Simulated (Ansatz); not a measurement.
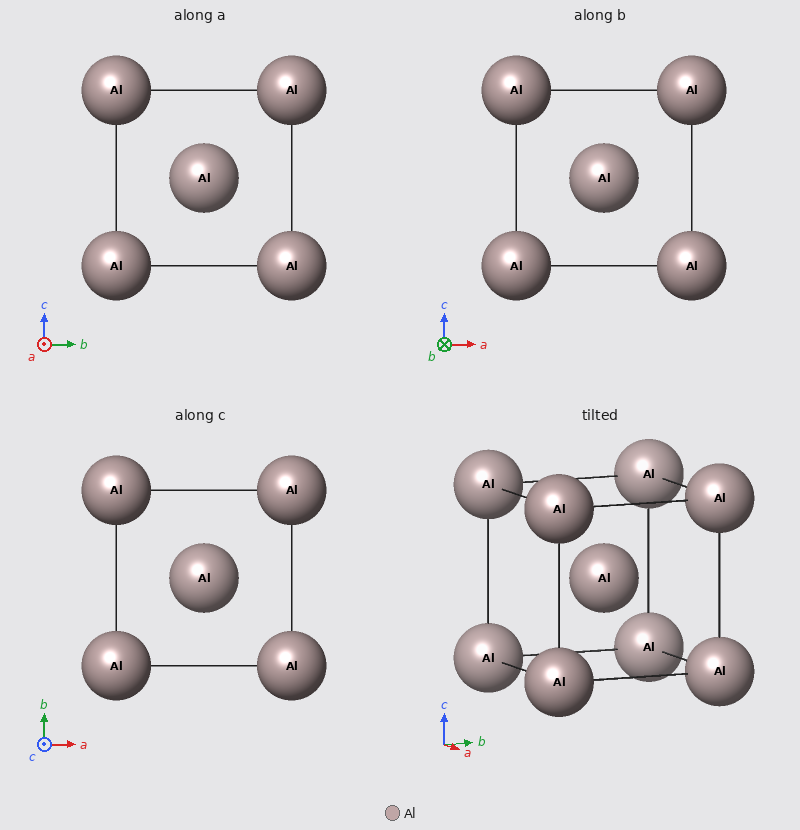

View along the a axis, along the b axis, along the c axis and slightly off an axis, drawn as a spheres-only model. The conventional unit cell is drawn as a box.

Lattice parameters: a = 3.058 Å, b = 3.058 Å, c = 3.058 Å, α = 90.00°, β = 90.00°, γ = 90.00°.

Transcribe the picture into a table of Wyckoff sites.

Space group Im-3m (No. 229).
| atom | site | x | y | z |
| --- | --- | --- | --- | --- |
| Al | 2a | 0.0000 | 0.0000 | 0.0000 |

Provenance: a structure type filled with this element by a generator (whether the element takes this form wasn't checked). Earlier steps of the study may have refined or changed the cell and positions. A calculation with Ansatz used it as input.

At this level of theory the cell isn't at rest (compressed, at 13 GPa), so its distances can differ from those at equilibrium, the more so the softer the solid.
